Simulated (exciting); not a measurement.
Consider KBr, space group Fm-3m.

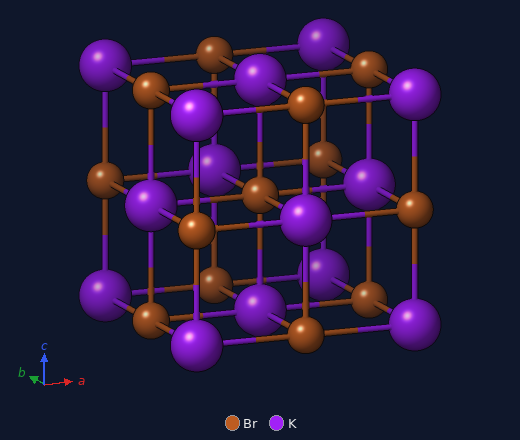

The structure (bromine orange, potassium purple). Some periodic images of atoms are drawn too.

```xyz
2
Lattice="0.0000 3.3000 3.3000 3.3000 0.0000 3.3000 3.3000 3.3000 0.0000" Properties=species:S:1:pos:R:3 pbc="T T T"
Br    3.3000    3.3000    3.3000
K     0.0000    0.0000    0.0000
```

Absorber: atom 1, with 6 K at 3.30 Å (octahedral, site symmetry m-3m). Method: exciting, all-electron LAPW+lo, PBE, exchange and screened direct term (singlet BSE), 4×4×4 shifted k points, 31 conduction bands, |G+q| up to 3 bohr⁻¹, full RPA screening with nempty = 57, Lorentzian half width 1.26 eV.

Question: Predict the Br K near-edge structure at this level.

Bound core exciton? Undecided on this mesh: the first bright state (over 5 % of the brightest) lies at -0.42 eV from the Kohn–Sham onset and at -0.71 eV from the lowest bare transition of its own mesh; weaker or dark states reach down to -1.36 eV. Maxima (height): 0.6 eV (1.00), 11.6 eV (0.50) and 17.3 eV (0.41).

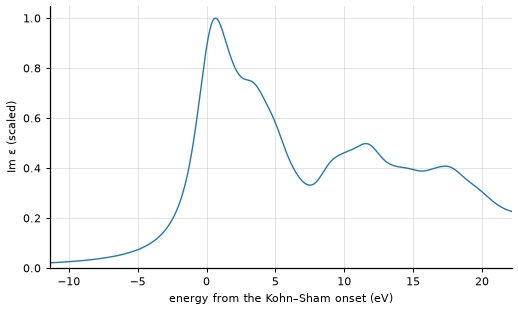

Energy from the Kohn–Sham onset, core level to the lowest empty state found on the meshes used; Im ε in relative units.

Binding energies aren't converged on 64 k points, and fine structure above the first lines is partly noise of the mesh. Exchange and the short-range direct term aren't converged in the kernel cutoff. The zero comes from the unshifted 4×4×4 ground-state mesh; it is exact only where the band minimum lies on that mesh. The structure is a published determination, not relaxed.

[Banner, clock and machine lines of the logs are left out without a mark of their own.]

[Logs are printed without paths, hosts, clocks, repeated set-up lines and the standing remarks that a program may print on its own settings, such as how far it seeks lower states.]

[Hosts, paths, dates, database ids (printed as entryN), source tags and the programs' standing remarks are cut or masked in the printed files.]
